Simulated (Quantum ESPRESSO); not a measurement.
## Energy of Zr along an even scaling of the cell

System: Zr (Im-3m, 1 atom in the cell).
Method: Kohn-Sham DFT of a periodic cell, PBE, SSSP 1.3 efficiency PBE, no spin polarisation (Quantum ESPRESSO 7.5).

The 7 runs differ only in the geometry, by an even scaling of the cell at fixed fractional positions. The structure derives from an entry of the Crystallography Open Database.

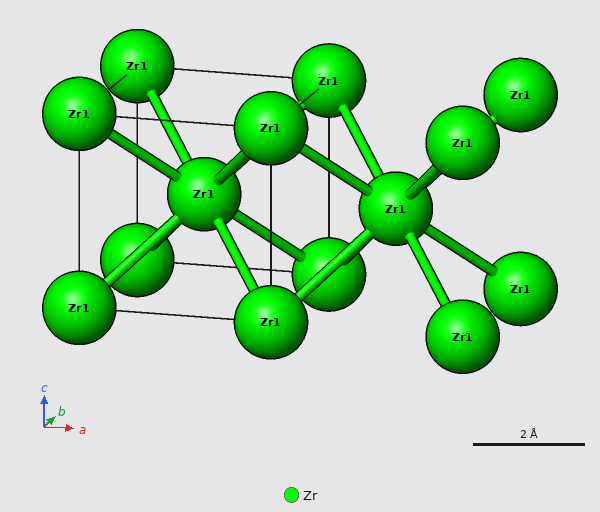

Figure 1. The structure of run 4 (ball-and-stick view of the cell 2 times as large as that of the calculation, set on its symmetry axes, repeated 2 × 1 × 1, seen slightly off an axis; atoms are numbered from 1 in the order of the input).

**Input of run 4**
```
&CONTROL
  calculation = 'scf'
  prefix = 'pwscf'
  outdir = './tmp'
  pseudo_dir = './pseudo'
  tprnfor = .true.
  tstress = .true.
  disk_io = 'nowf'
/
&SYSTEM
  ibrav = 0
  nat = 1
  ntyp = 1
  ecutwfc = 55
  ecutrho = 440
  nbnd = 12
  occupations = 'smearing'
  smearing = 'fd'
  degauss = 0.00367493
/
&ELECTRONS
  conv_thr = 2d-10
  electron_maxstep = 120
  mixing_beta = 0.5
/
ATOMIC_SPECIES
Zr    91.2240 Zr_pbe_v1.uspp.F.UPF
CELL_PARAMETERS angstrom
  -1.8100000000    1.8100000000    1.8100000000
   1.8100000000   -1.8100000000    1.8100000000
   1.8100000000    1.8100000000   -1.8100000000
ATOMIC_POSITIONS crystal
Zr     0.0000000000    0.0000000000    0.0000000000
K_POINTS automatic
10 10 10 0 0 0
```

Command:
```bash
OMP_NUM_THREADS=1 pw.x -in pw.in > pw.out
```

Run 6 differs from it as follows:
```diff
-  -1.8100000000    1.8100000000    1.8100000000
-   1.8100000000   -1.8100000000    1.8100000000
-   1.8100000000    1.8100000000   -1.8100000000
+  -1.8338185209    1.8338185209    1.8338185209
+   1.8338185209   -1.8338185209    1.8338185209
+   1.8338185209    1.8338185209   -1.8338185209
```

**Results, with one run withheld**

| run | volume per atom (Å³) | free energy per atom, from the lowest run given (meV) | pressure (GPa) |
| --- | --- | --- | --- |
| 1 | 22.296 | 2.22 | 1.69 |
| 2 | 22.770 | 0.00 | −0.18 |
| 3 | 23.245 | 3.01 | −1.85 |
| 4 | 23.719 | 10.77 | −3.39 |
| 5 | 24.193 | 22.88 | −4.81 |
| 6 | 24.668 | ? | ? |
| 7 | 25.142 | 58.99 | −7.36 |

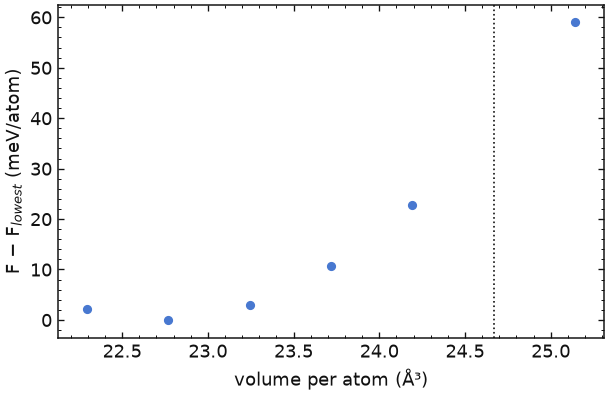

Figure 2. Free energy per atom of the runs given; the dotted line marks run 6.

Estimate the energy of run 6 from the others.

A cubic polynomial in V^(−2/3) (the Birch–Murnaghan form), fitted to the 6 runs given, misses them by at most 0.01 meV per atom. With x = V^(−2/3) − 0.12178 Å⁻², it reads F = 7.1323 − 5036.5 x + 8.9827e+05 x² − 3.499e+06 x³ (meV per atom). At run 6 it gives 39.10 meV per atom, and the run itself gives 39.06. The slope of the fit gives a pressure −dF/dV of −6.11 GPa there, and the run prints −6.13 GPa. The fit has its minimum at 22.728 Å³ per atom, where V d²F/dV² gives 84.5 GPa: the bulk modulus at this level, since symmetry fixes the shape and the positions.

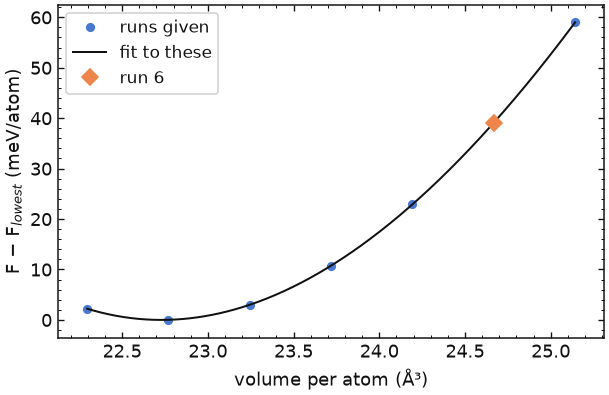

Figure 3. The fit and the withheld run.

**Some lines of the output (run 6)**
```
[...]
     unit-cell volume          =     166.4660 (a.u.)^3
     number of k points=    47  Fermi-Dirac smearing, width (Ry)=  0.0037
     total energy              =     -99.14273321 Ry
     total energy              =     -99.14468287 Ry
     total energy              =     -99.14474988 Ry
     total energy              =     -99.14475287 Ry
     total energy              =     -99.14475310 Ry
     total energy              =     -99.14475312 Ry
     the Fermi energy is    12.9932 ev
!    total energy              =     -99.14475312 Ry
     The total energy is F=E-TS. E is the sum of the following terms:
     Computing stress (Cartesian axis) and pressure
          total   stress  (Ry/bohr**3)                   (kbar)     P=      -61.31
```

Notes on the run: negative rho.
